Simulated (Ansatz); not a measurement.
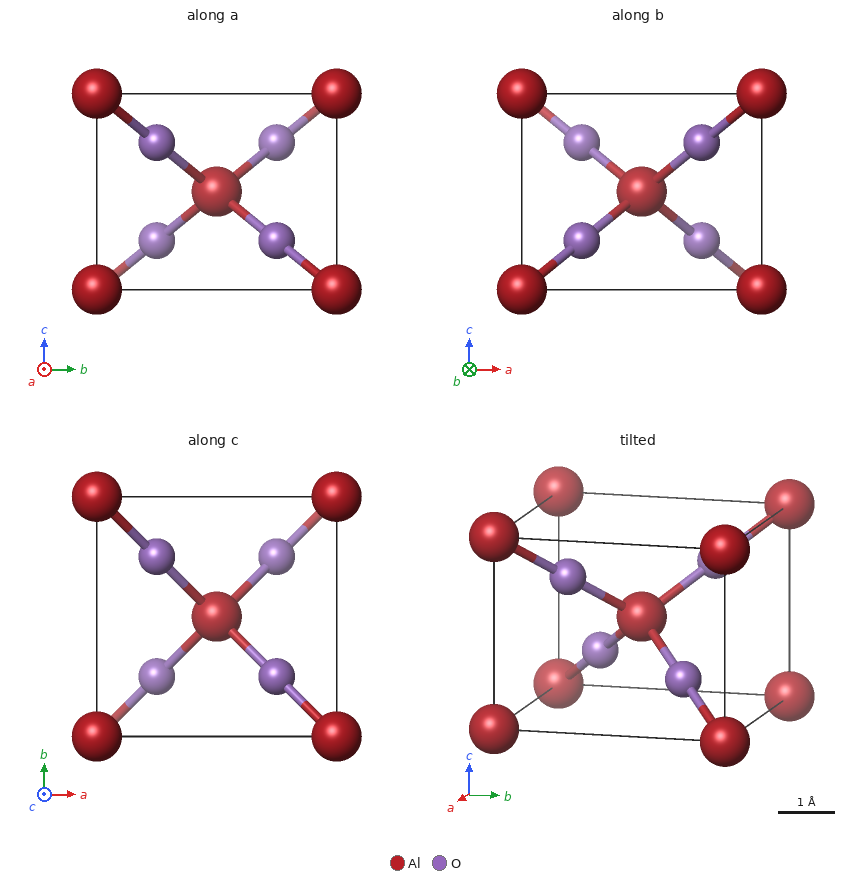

Crystal structure, ball-and-stick style, seen along the a axis, along the b axis, along the c axis and slightly off an axis. The lines enclose the conventional unit cell; boundary atoms appear with their images.

Lattice parameters: a = 4.3375 Å, b = 4.3375 Å, c = 3.5446 Å, α = 90.000°, β = 90.000°, γ = 90.000°.

Question: Write down what is shown as a CIF in P1 with every atom of the cell.

Answer:
```cif
data_structure
_symmetry_space_group_name_H-M 'P 1'
_symmetry_Int_Tables_number 1
_cell_length_a 4.3375
_cell_length_b 4.3375
_cell_length_c 3.5446
_cell_angle_alpha 90.000
_cell_angle_beta 90.000
_cell_angle_gamma 90.000
_cell_volume 66.69
loop_
_atom_site_label
_atom_site_type_symbol
_atom_site_fract_x
_atom_site_fract_y
_atom_site_fract_z
_atom_site_occupancy
Al1 Al 0.0000 0.0000 0.0000 1
Al2 Al 0.5000 0.5000 0.5000 1
O1 O 0.7500 0.2500 0.7500 1
O2 O 0.2500 0.7500 0.7500 1
O3 O 0.2500 0.2500 0.2500 1
O4 O 0.7500 0.7500 0.2500 1
```

The structure comes from a random cell made by a generator, so it need not be a real form of the compound. It is drawn as it came out of a relaxation with DFT PBE, scalar-relativistic, plane waves, PAW (Ansatz 0.2.0).
